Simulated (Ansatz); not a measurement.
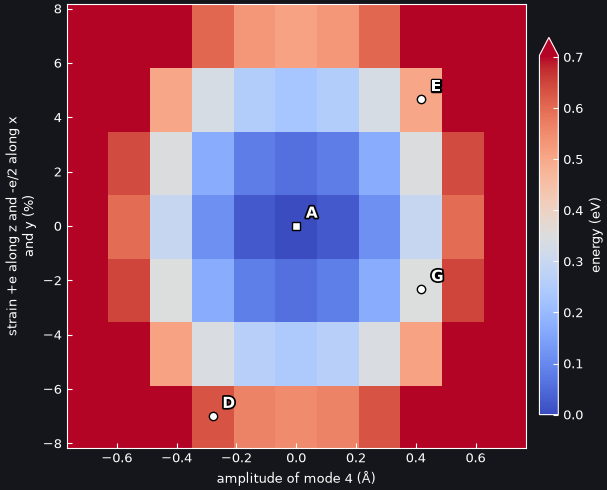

Si (C2/m, No. 12; 8 atoms in the cell). The energy is mapped over a normal mode and a strain (zone-centre modes of the 8-atom cell of this scan). The first coordinate is: amplitude of mode 4 (91 cm⁻¹), largest displacement in the unstrained cell; the second: strain +e along z and -e/2 along x and y. Nothing is relaxed (the pattern is fixed in fractional coordinates). The scan uses an 11 × 7 grid; 42 points were computed and 35 follow by symmetry. Points are written as (first, second). Energies are in eV per cell, from the lowest grid point. The band gap closes in part of the range. These are results of DFT PBE, scalar-relativistic, plane waves, PAW (Ansatz), not measurements. Settings: cutoff 420 eV, k-mesh 10×10×6 in the order of the run's cell vectors, gaussian smearing 0.03 eV, no spin polarisation.

In the figure: one coloured cell a grid point, one colour for all values above the top of the scale, lettered points.

> Is D the lowest point of the computed grid?

No. D lies 0.63 eV above the lowest grid point, which is at (0.000 Å, 0.00 %).

> Rank the lettered points by energy, lowest first.

A (0.00 eV), G (0.35 eV), E (0.50 eV), D (0.63 eV).

> What kind of point is each of A, E, G: minimum, saddle, maximum or slope?

A: minimum; E: on a slope; G: on a slope. (In these two coordinates alone; a stationary point may lie a little off the grid point.)

PAW datasets: the set soft_1.
